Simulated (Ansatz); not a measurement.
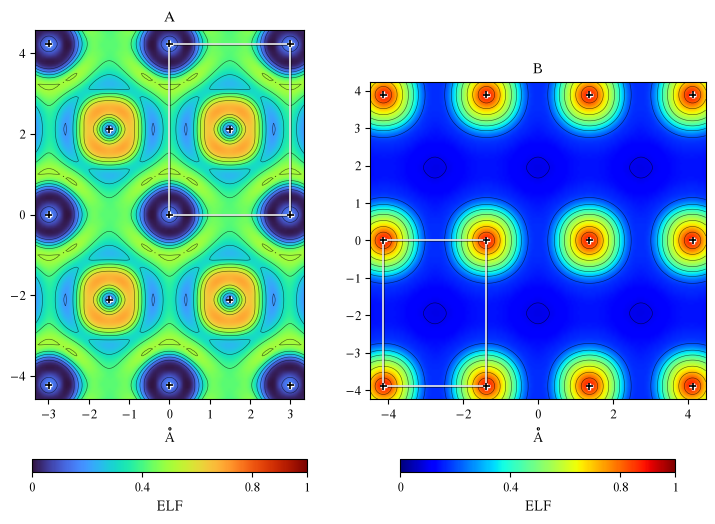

The ELF of 2 systems, each on a plane through atoms (crosses mark nuclei in the plane).

Level of theory: DFT, PBE, PAW with Ansatz's default frozen-core files, fully relativistic files with spin-orbit coupling in Ansatz.

System 1: AlRu, the (101̄) plane of the conventional cell. Space group Pm-3m; computed pressure about 3 GPa in this cell.

```
Al Ru
1.0
     2.99160    0.00000    0.00000
     0.00000    2.99160    0.00000
     0.00000    0.00000    2.99160
Al Ru
1 1
Direct
  0.00000 0.00000 0.00000
  0.50000 0.50000 0.50000
```

System 2: Ag, the (011) plane of the conventional cell. Space group Pm-3m.

```
CELL_PARAMETERS angstrom
2.75145 0.00000 0.00000
0.00000 2.75145 0.00000
0.00000 0.00000 2.75145
ATOMIC_POSITIONS crystal
Ag 0.00000 0.00000 0.00000
```

Match each panel to its system.

Panel A is system 1, AlRu: the plane holds Al and Ru. Al–Ru (2.59 Å): the ELF is about 0.35 at the midpoint. Panel B is system 2, Ag: the plane holds Ag. Ag–Ag (2.75 Å): the ELF is about 0.15 at the midpoint: no localised pair shows between them.
